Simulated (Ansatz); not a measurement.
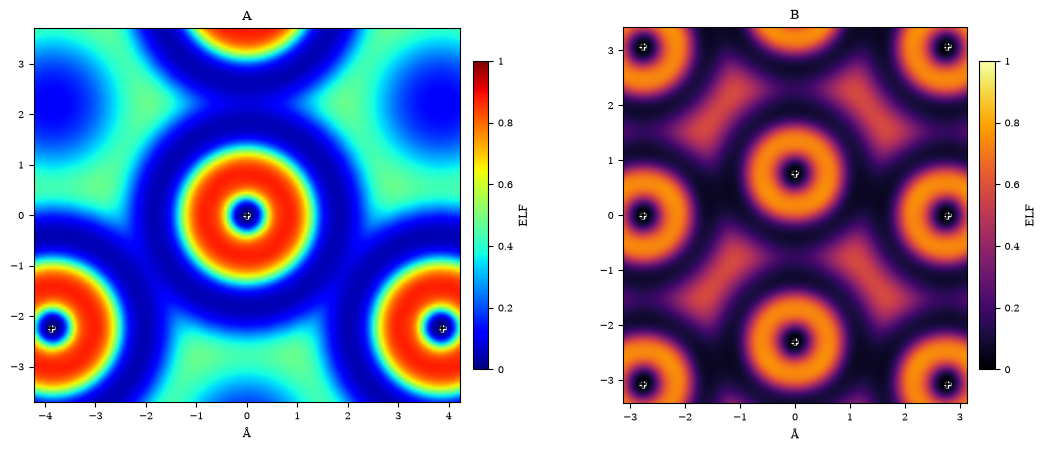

The electron localisation function of 2 systems, each on a plane through atoms (crosses mark nuclei in the plane).

Level of theory: Ansatz 0.2.0, DFT, PBEsol, plane waves (420 eV) with PAW, scalar-relativistic.

System 1: Sc, the (100) plane of the conventional cell. Space group I4₁/amd; set up as Sc, beta-Sn type; a generated structure, not necessarily the stable one; changed on purpose from its base cell (volume × 1.0).

```
CELL_PARAMETERS angstrom
5.54531 -0.00014 -0.00050
-0.00014 5.54531 -0.00050
-0.00028 -0.00028 3.07254
ATOMIC_POSITIONS crystal
Sc 0.00000 0.99999 0.00000
Sc 0.50000 0.49999 0.50000
Sc 0.99999 0.50000 0.25000
Sc 0.49999 0.00000 0.75000
```

System 2: Rb, the (001) plane of the conventional cell. Space group P6/mmm; set up as Rb, omega (AlB2-type); a generated structure, not necessarily the stable one; changed on purpose from its base cell (volume × 0.92); computed without spin polarisation.

Question: Match each panel to its system.

Answer: Panel A is system 2, Rb: the plane holds Rb. Rb–Rb (4.47 Å): the ELF is about 0.10 at the midpoint (no localised pair shows between them). Panel B is system 1, Sc: the plane holds Sc. Sc–Sc (2.88 Å): the ELF is about 0.05 at the midpoint; no localised pair shows between them.
